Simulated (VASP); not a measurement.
# AlN: band-structure calculation

The run: band-structure calculation of AlN (2 atoms in the cell). Method and program: DFT, PBE, plane waves, PAW (VASP 6.6.1).

The structure was built on a prototype by a generator. The geometry comes from this level: r2SCAN (a point of a series of strains). It belongs to a series of runs on one base structure; here: shear_xy strain -0.3%.

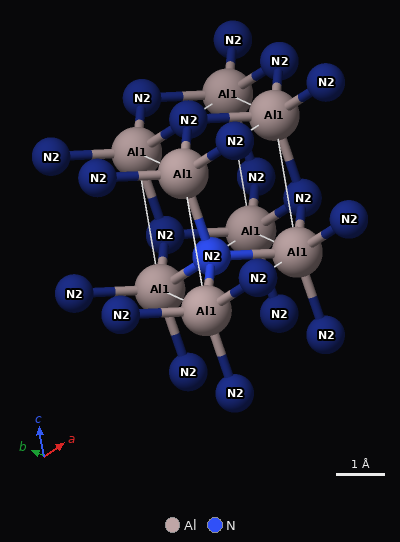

Fig. 1: The structure as given in the input (ball-and-stick view of the reduced cell, seen slightly off an axis; neighbours outside the cell are drawn fainter; atoms are numbered from 1 in the order of the input). Near neighbours in the crystal (not all of them lie inside the picture): Al has 4 N at 1.89 Å; N has 4 Al at 1.89 Å.

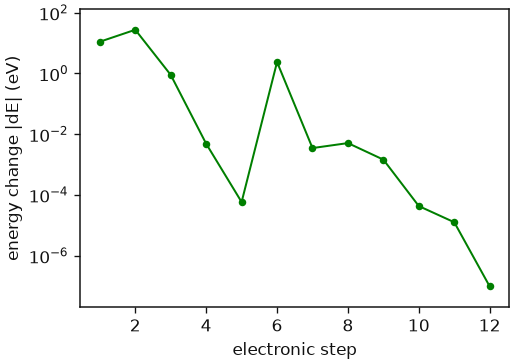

Fig. 2: Convergence of the self-consistent field: energy change |dE| against the electronic step. It takes 12 electronic steps. The density is held fixed in the first few steps, and dE rises again when its update begins.

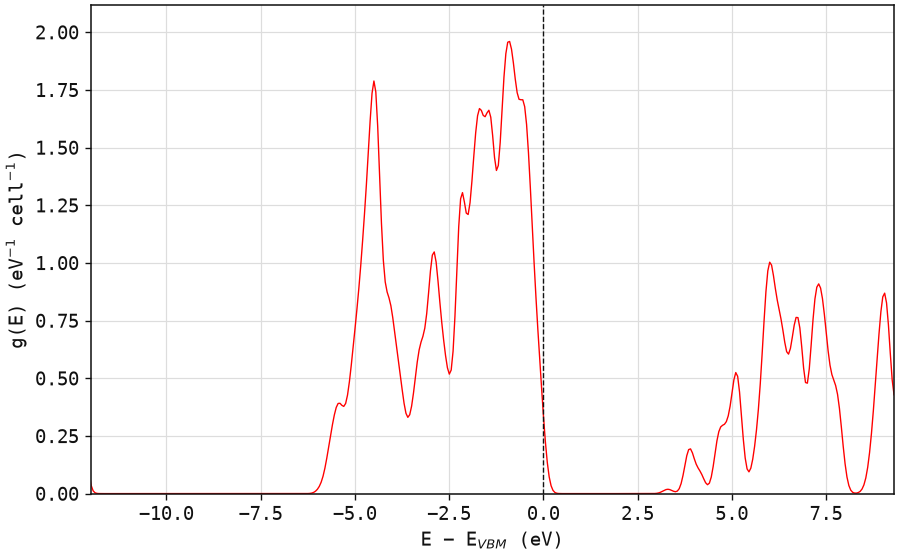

Fig. 3: Density of states (the curve is built from the levels of the k mesh with Gaussians 0.3 eV wide, which also blur the band edges), with energies from the valence-band top. There is a gap of 3.30 eV on the k-point mesh. Small ripples come from the finite k-point mesh.

These pictures come from the run below.

### INCAR
```
ENCUT = 520.000000
SIGMA = 0.020000
EDIFF = 1.00e-07
GGA = PE
PREC = Accurate
IBRION = -1
ISIF = 2
ISMEAR = -1
NBANDS = 11
NELM = 120
NSW = 0
LASPH = .TRUE.
LCHARG = .FALSE.
LWAVE = .FALSE.
LREAL = .FALSE.
```

### KPOINTS
```
KPOINTS created by Atomic Simulation Environment
0
Gamma
10 10 10
0 0 0
```

### KPOINTS_OPT
```
special points
6
Reciprocal
0.0000000000 0.0000000000 0.0000000000 1
-0.5000000000 -0.5000000000 0.0000000000 1
-0.3750000000 -0.3750000000 0.2500000000 1
-0.3750000000 0.0000000000 0.3750000000 1
0.0000000000 0.0000000000 0.5000000000 1
-0.5000000000 -0.2500000000 0.2500000000 1
```

### POSCAR
```
Al N
 1.0000000000000000
    -0.0033865584750001    2.1848764208250002    2.1848764208249616
     2.1848764208250002   -0.0033865584750001    2.1848764208249616
     2.1814898623999999    2.1814898623999999    0.0000000000499223
 Al  N
   1   1
Cartesian
  0.0000000000000102  0.0000000000000102 -0.0008878935846620
  1.0907449311874897  1.0907449311874897  1.0933261040096234
```

Launch command:
```bash
mpirun -np 1 vasp_std
```

### OSZICAR
```
N       E                     dE             d eps       ncg     rms          rms(c)
DAV:   1     0.110392426225E+02    0.11039E+02   -0.38332E+03  3858   0.603E+02
DAV:   2    -0.163194225605E+02   -0.27359E+02   -0.26200E+02  4520   0.139E+02
DAV:   3    -0.172143568741E+02   -0.89493E+00   -0.89368E+00  4598   0.234E+01
DAV:   4    -0.172192064687E+02   -0.48496E-02   -0.48493E-02  4266   0.188E+00
DAV:   5    -0.172192648405E+02   -0.58372E-04   -0.58371E-04  4569   0.199E-01    0.862E+00
DAV:   6    -0.148510332192E+02    0.23682E+01   -0.11863E+01  4441   0.173E+01    0.283E+00
DAV:   7    -0.148475436104E+02    0.34896E-02   -0.17112E-01  4179   0.323E+00    0.206E+00
DAV:   8    -0.148424539937E+02    0.50896E-02   -0.28443E-02  4068   0.159E+00    0.584E-01
DAV:   9    -0.148410028529E+02    0.14511E-02   -0.41596E-03  4560   0.382E-01    0.233E-01
DAV:  10    -0.148410458160E+02   -0.42963E-04   -0.41139E-04  4068   0.131E-01    0.212E-02
DAV:  11    -0.148410584184E+02   -0.12602E-04   -0.12332E-05  4440   0.264E-02    0.161E-02
DAV:  12    -0.148410583213E+02    0.97068E-07   -0.40049E-07  4329   0.472E-03
   1 F= -.14841058E+02 E0= -.14841058E+02  d E =-.730398E-11
       N       E                     dE             ncg
DAV:   1     0.212958063905E+04   -0.16982E+04      132
DAV:   2     0.198598644778E+04   -0.14359E+03      155
DAV:   3     0.198173015987E+04   -0.42563E+01      165
DAV:   4     0.198170416495E+04   -0.25995E-01      147
DAV:   5     0.198170380253E+04   -0.36242E-03      168
DAV:   6     0.198170379615E+04   -0.63806E-05      152
DAV:   7     0.198170379603E+04   -0.11537E-06      160
DAV:   8     0.198170379603E+04   -0.21528E-08      118
```

### Parts of OUTCAR
```
k-points           NKPTS =    171   k-points in BZ     NKDIM =    171   number of bands    NBANDS=     11

   NELECT =       8.0000    total number of electrons

   dimension x,y,z NGX =    24 NGY =   24 NGZ =   24
   dimension x,y,z NGXF=    48 NGYF=   48 NGZF=   48

  energy-cutoff  :      520.00
  volume of cell :       20.86
      direct lattice vectors                 reciprocal lattice vectors
    -0.003386558  2.184876421  2.184876421    -0.228491733  0.228491733  0.228845895
     2.184876421 -0.003386558  2.184876421     0.228491733 -0.228491733  0.228845895
     2.181489862  2.181489862  0.000000000     0.229201157  0.229201157 -0.228845895

 k-points in reciprocal lattice and weights: KPOINTS created by Atomic Simulation Env
   0.00000000  0.00000000  0.00000000       0.001
   0.10000000 -0.00000000 -0.00000000       0.004
   0.20000000 -0.00000000 -0.00000000       0.004
   0.30000000  0.00000000  0.00000000       0.004
   0.40000000 -0.00000000 -0.00000000       0.004
   0.50000000  0.00000000  0.00000000       0.002
   0.10000000  0.10000000 -0.00000000       0.002
   0.20000000  0.10000000 -0.00000000       0.004
   0.30000000  0.10000000  0.00000000       0.004
   0.40000000  0.10000000 -0.00000000       0.004
   0.50000000  0.10000000 -0.00000000       0.004
  -0.40000000  0.10000000  0.00000000       0.004
  -0.30000000  0.10000000 -0.00000000       0.004
  -0.20000000  0.10000000 -0.00000000       0.004
  -0.10000000  0.10000000  0.00000000       0.002
   0.20000000  0.20000000 -0.00000000       0.002
   0.30000000  0.20000000  0.00000000       0.004
   0.40000000  0.20000000 -0.00000000       0.004
   0.50000000  0.20000000  0.00000000       0.004
  -0.40000000  0.20000000  0.00000000       0.004
  -0.30000000  0.20000000 -0.00000000       0.004
  -0.20000000  0.20000000  0.00000000       0.002
   0.30000000  0.30000000  0.00000000       0.002
   0.40000000  0.30000000 -0.00000000       0.004
   0.50000000  0.30000000  0.00000000       0.004
  -0.40000000  0.30000000 -0.00000000       0.004
  -0.30000000  0.30000000  0.00000000       0.002
   0.40000000  0.40000000 -0.00000000       0.002
   0.50000000  0.40000000  0.00000000       0.004
  -0.40000000  0.40000000  0.00000000       0.002
   0.50000000  0.50000000 -0.00000000       0.001
   0.00000000  0.00000000  0.10000000       0.004
   0.10000000 -0.00000000  0.10000000       0.004
   0.20000000 -0.00000000  0.10000000       0.008
   0.30000000  0.00000000  0.10000000       0.008
   0.40000000 -0.00000000  0.10000000       0.008
   0.50000000 -0.00000000  0.10000000       0.008
  -0.40000000  0.00000000  0.10000000       0.008
  -0.30000000  0.00000000  0.10000000       0.008
  -0.20000000 -0.00000000  0.10000000       0.008
  -0.10000000  0.00000000  0.10000000       0.008
   0.20000000  0.20000000  0.10000000       0.004
   0.30000000  0.20000000  0.10000000       0.008
   0.40000000  0.20000000  0.10000000       0.008
   0.50000000  0.20000000  0.10000000       0.008
  -0.40000000  0.20000000  0.10000000       0.008
  -0.30000000  0.20000000  0.10000000       0.008
  -0.20000000  0.20000000  0.10000000       0.008
  -0.10000000  0.20000000  0.10000000       0.004
   0.30000000  0.30000000  0.10000000       0.004
   0.40000000  0.30000000  0.10000000       0.008
   0.50000000  0.30000000  0.10000000       0.008
  -0.40000000  0.30000000  0.10000000       0.008
  -0.30000000  0.30000000  0.10000000       0.008
  -0.20000000  0.30000000  0.10000000       0.004
   0.40000000  0.40000000  0.10000000       0.004
   0.50000000  0.40000000  0.10000000       0.008
  -0.40000000  0.40000000  0.10000000       0.008
  -0.30000000  0.40000000  0.10000000       0.004
   0.50000000  0.50000000  0.10000000       0.004
  -0.40000000  0.50000000  0.10000000       0.004
   0.00000000  0.00000000  0.20000000       0.004
   0.10000000  0.00000000  0.20000000       0.008
   0.20000000 -0.00000000  0.20000000       0.004
   0.30000000 -0.00000000  0.20000000       0.008
   0.40000000 -0.00000000  0.20000000       0.008
   0.50000000 -0.00000000  0.20000000       0.008
  -0.40000000  0.00000000  0.20000000       0.008
  -0.30000000  0.00000000  0.20000000       0.008
  -0.20000000  0.00000000  0.20000000       0.008
  -0.10000000  0.00000000  0.20000000       0.008
   0.10000000  0.10000000  0.20000000       0.002
   0.30000000  0.10000000  0.20000000       0.008
   0.40000000  0.10000000  0.20000000       0.008
   0.50000000  0.10000000  0.20000000       0.008
  -0.40000000  0.10000000  0.20000000       0.004
   0.30000000  0.30000000  0.20000000       0.004
   0.40000000  0.30000000  0.20000000       0.008
   0.50000000  0.30000000  0.20000000       0.008
  -0.40000000  0.30000000  0.20000000       0.008
  -0.30000000  0.30000000  0.20000000       0.008
  -0.20000000  0.30000000  0.20000000       0.008
  -0.10000000  0.30000000  0.20000000       0.004
   0.40000000  0.40000000  0.20000000       0.004
   0.50000000  0.40000000  0.20000000       0.008
  -0.40000000  0.40000000  0.20000000       0.008
  -0.30000000  0.40000000  0.20000000       0.008
  -0.20000000  0.40000000  0.20000000       0.004
   0.50000000  0.50000000  0.20000000       0.004
  -0.40000000  0.50000000  0.20000000       0.008
  -0.30000000  0.50000000  0.20000000       0.004
  -0.40000000 -0.40000000  0.20000000       0.002
   0.00000000  0.00000000  0.30000000       0.004
   0.10000000  0.00000000  0.30000000       0.008
   0.20000000 -0.00000000  0.30000000       0.008
   0.30000000 -0.00000000  0.30000000       0.004
   0.40000000 -0.00000000  0.30000000       0.008
   0.50000000 -0.00000000  0.30000000       0.008
  -0.40000000  0.00000000  0.30000000       0.008
  -0.30000000  0.00000000  0.30000000       0.008
  -0.20000000  0.00000000  0.30000000       0.008
  -0.10000000  0.00000000  0.30000000       0.008
   0.10000000  0.10000000  0.30000000       0.004
   0.20000000  0.10000000  0.30000000       0.004
   0.40000000  0.10000000  0.30000000       0.008
   0.50000000  0.10000000  0.30000000       0.008
  -0.40000000  0.10000000  0.30000000       0.008
  -0.30000000  0.10000000  0.30000000       0.008
  -0.20000000  0.10000000  0.30000000       0.008
  -0.10000000  0.10000000  0.30000000       0.008
   0.40000000  0.40000000  0.30000000       0.004
   0.50000000  0.40000000  0.30000000       0.008
  -0.40000000  0.40000000  0.30000000       0.008
  -0.30000000  0.40000000  0.30000000       0.008
  -0.20000000  0.40000000  0.30000000       0.008
  -0.10000000  0.40000000  0.30000000       0.004
   0.50000000  0.50000000  0.30000000       0.004
  -0.40000000  0.50000000  0.30000000       0.008
  -0.30000000  0.50000000  0.30000000       0.008
  -0.20000000  0.50000000  0.30000000       0.004
  -0.40000000 -0.40000000  0.30000000       0.004
  -0.30000000 -0.40000000  0.30000000       0.004
   0.00000000  0.00000000  0.40000000       0.004
   0.10000000  0.00000000  0.40000000       0.008
   0.20000000  0.00000000  0.40000000       0.008
   0.30000000 -0.00000000  0.40000000       0.008
   0.40000000  0.00000000  0.40000000       0.004
   0.50000000  0.00000000  0.40000000       0.008
  -0.40000000  0.00000000  0.40000000       0.008
  -0.30000000  0.00000000  0.40000000       0.008
  -0.20000000  0.00000000  0.40000000       0.008
  -0.10000000  0.00000000  0.40000000       0.008
   0.10000000  0.10000000  0.40000000       0.004
   0.20000000  0.10000000  0.40000000       0.008
   0.30000000  0.10000000  0.40000000       0.004
   0.50000000  0.10000000  0.40000000       0.008
  -0.40000000  0.10000000  0.40000000       0.008
  -0.30000000  0.10000000  0.40000000       0.008
  -0.20000000  0.10000000  0.40000000       0.008
  -0.10000000  0.10000000  0.40000000       0.008
   0.20000000  0.20000000  0.40000000       0.002
   0.50000000  0.20000000  0.40000000       0.008
  -0.40000000  0.20000000  0.40000000       0.008
  -0.30000000  0.20000000  0.40000000       0.004
   0.50000000  0.50000000  0.40000000       0.004
  -0.40000000  0.50000000  0.40000000       0.008
  -0.30000000  0.50000000  0.40000000       0.008
  -0.20000000  0.50000000  0.40000000       0.008
  -0.10000000  0.50000000  0.40000000       0.004
  -0.40000000 -0.40000000  0.40000000       0.004
  -0.30000000 -0.40000000  0.40000000       0.008
  -0.20000000 -0.40000000  0.40000000       0.004
  -0.30000000 -0.30000000  0.40000000       0.002
   0.00000000  0.00000000  0.50000000       0.002
   0.10000000  0.00000000  0.50000000       0.008
   0.20000000  0.00000000  0.50000000       0.008
   0.30000000  0.00000000  0.50000000       0.008
   0.40000000  0.00000000  0.50000000       0.008
   0.50000000  0.00000000  0.50000000       0.002
   0.10000000  0.10000000  0.50000000       0.004
   0.20000000  0.10000000  0.50000000       0.008
   0.30000000  0.10000000  0.50000000       0.008
   0.40000000  0.10000000  0.50000000       0.004
  -0.40000000  0.10000000  0.50000000       0.004
  -0.30000000  0.10000000  0.50000000       0.008
  -0.20000000  0.10000000  0.50000000       0.008
  -0.10000000  0.10000000  0.50000000       0.004
   0.20000000  0.20000000  0.50000000       0.004
   0.30000000  0.20000000  0.50000000       0.004
  -0.30000000  0.20000000  0.50000000       0.004
  -0.20000000  0.20000000  0.50000000       0.004

 E-fermi :   6.3774

 k-point     1 :       0.0000    0.0000    0.0000
  band No.  band energies     occupation
      1      -9.0151      2.00000
      2       5.9457      2.00000
      3       5.9586      2.00000
      4       5.9717      2.00000
      5      10.1436      0.00000
      6      18.4665      0.00000
      7      18.5072      0.00000
      8      18.5476      0.00000
      9      23.6373      0.00000
     10      23.6378      0.00000
     11      25.0264      0.00000

 k-point     2 :       0.1000   -0.0000   -0.0000
  band No.  band energies     occupation
      1      -8.8693      2.00000
      2       5.1386      2.00000
      3       5.9034      2.00000
      4       5.9201      2.00000
      5      10.8056      0.00000
      6      18.0951      0.00000
      7      18.6286      0.00000
      8      18.6789      0.00000
      9      22.3796      0.00000
     10      22.3958      0.00000
     11      24.2493      0.00000

 k-point     3 :       0.2000   -0.0000   -0.0000
  band No.  band energies     occupation
      1      -8.4546      2.00000
      2       3.5354      2.00000
      3       5.7766      2.00000
      4       5.7915      2.00000
      5      11.9336      0.00000
      6      17.3024      0.00000
      7      18.5662      0.00000
      8      18.6027      0.00000
      9      21.8374      0.00000
     10      21.8771      0.00000
     11      23.3839      0.00000

 k-point     4 :       0.3000    0.0000    0.0000
  band No.  band energies     occupation
      1      -7.8521      2.00000
      2       1.8924      2.00000
      3       5.6311      2.00000
      4       5.6439      2.00000
      5      12.7811      0.00000
      6      16.5507      0.00000
      7      17.9137      0.00000
      8      17.9420      0.00000
      9      22.8821      0.00000
     10      22.9383      0.00000
     11      23.1935      0.00000

 k-point     5 :       0.4000   -0.0000   -0.0000
  band No.  band energies     occupation
      1      -7.2498      2.00000
      2       0.6113      2.00000
      3       5.5215      2.00000
      4       5.5325      2.00000
      5      13.2139      0.00000
      6      16.0160      0.00000
      7      17.3190      0.00000
      8      17.3468      0.00000
      9      23.6105      0.00000
     10      24.7040      0.00000
     11      24.7663      0.00000

 [... the levels of 165 k-points are left out ...]

 k-point   171 :      -0.2000    0.2000    0.5000
  band No.  band energies     occupation
      1      -6.3554      2.00000
      2       1.7985      2.00000
      3       2.6337      2.00000
      4       3.8108      2.00000
      5      12.1541      0.00000
      6      16.6872      0.00000
      7      17.8871      0.00000
      8      18.8036      0.00000
      9      22.9536      0.00000
     10      24.6374      0.00000
     11      30.8038      0.00000

  Total        0.5638646      0.5638646      0.5636258      0.0759537      0.0000000      0.0000000
  in kB       43.3087695     43.3087695     43.2904242      5.8337808      0.0000000      0.0000000
  external PRESSURE =      43.3026544 kB  Pullay stress =       0.0000000 kB

 POSITION                                       TOTAL-FORCE (eV/Angst)
 -----------------------------------------------------------------------------------
      2.18149      2.18149      4.36886         0.000000      0.000000     -0.002653
      1.09074      1.09074      1.09333        -0.000000     -0.000000      0.002653
 -----------------------------------------------------------------------------------
    total drift:                                0.000000      0.000000      0.000080

  FREE ENERGIE OF THE ION-ELECTRON SYSTEM (eV)
  ---------------------------------------------------
  free  energy   TOTEN  =       -14.8410583213 eV

  energy  without entropy=      -14.8410583213  energy(sigma->0) =      -14.84105832
```

### Key numbers

- outcome: converged
- space group (tolerance 0.01 Å): F-43m (216)
- electrons treated: 8
- free energy: −14.8411 eV
- Fermi energy: 6.377 eV
- band gap: 3.30 eV
- pressure: 4.33 GPa
- largest force (length of the vector): 0.003 eV/Å
- hardware: 1 CPU thread, shared host
- wall time: 21 s
- peak memory: 0.16 GiB
